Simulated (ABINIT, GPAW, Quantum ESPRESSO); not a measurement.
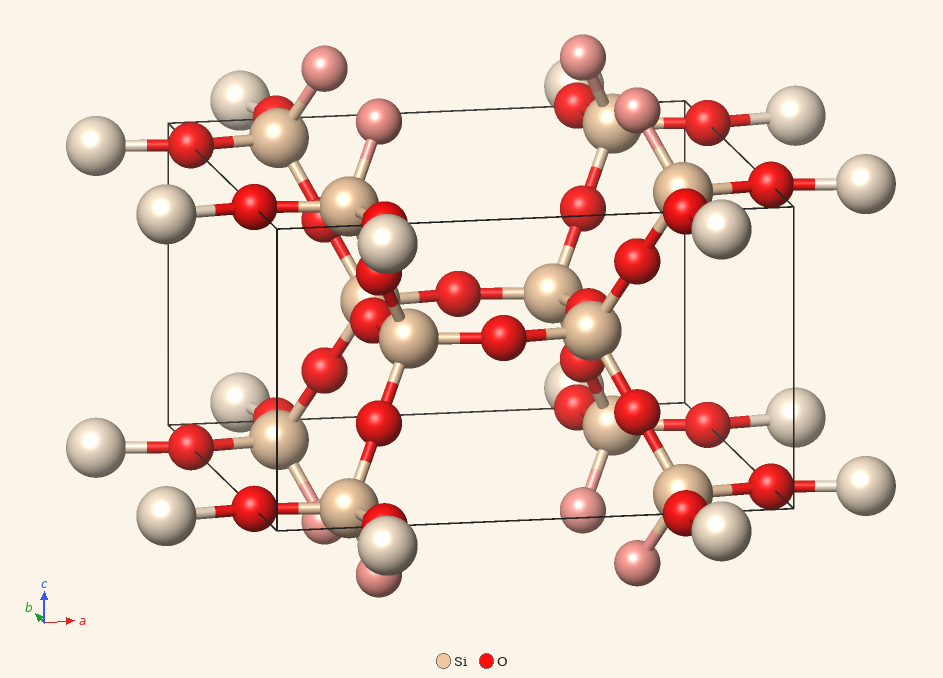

SiO₂, space group I4/mmm (No. 139), a = 8.944 Å, b = 8.944 Å, c = 5.224 Å, α = 90.00°, β = 90.00°, γ = 90.00°. We look at a ball-and-stick model of the crystal slightly off an axis. The wireframe shows the conventional unit cell. Bonded atoms from the next cells complete the picture, in fainter colours. The cell is a structure listed in the Materials Project. It needn't be the stable form of this composition.

One fixed geometry in three programs or potential sets. Alike in all runs: functional PBE; k mesh 6 × 6 × 6 on the run's cell of 12 atoms; occupations fermi-dirac, width 0.05 eV; no spin polarisation; no spin-orbit coupling.

| program | gap (eV) | pressure (GPa) |
| --- | --- | --- |
| GPAW (PAW data 1.2.1) | 5.47 | 6.4 |
| Quantum ESPRESSO (SSSP 1.3 efficiency) | 5.44 | 4.0 |
| ABINIT (JTH PAW PBE v2.0) | ? | ? |

What does ABINIT (JTH PAW PBE v2.0) give?

Answer. A gap of 5.44 eV and a pressure of 2.1 GPa. The other rows span 5.44 to 5.47 eV and 4.0 to 6.4 GPa.

Gaps are the least found on the k-mesh, which can miss the band edges. Plane-wave pressures hold the error of each finite cutoff.
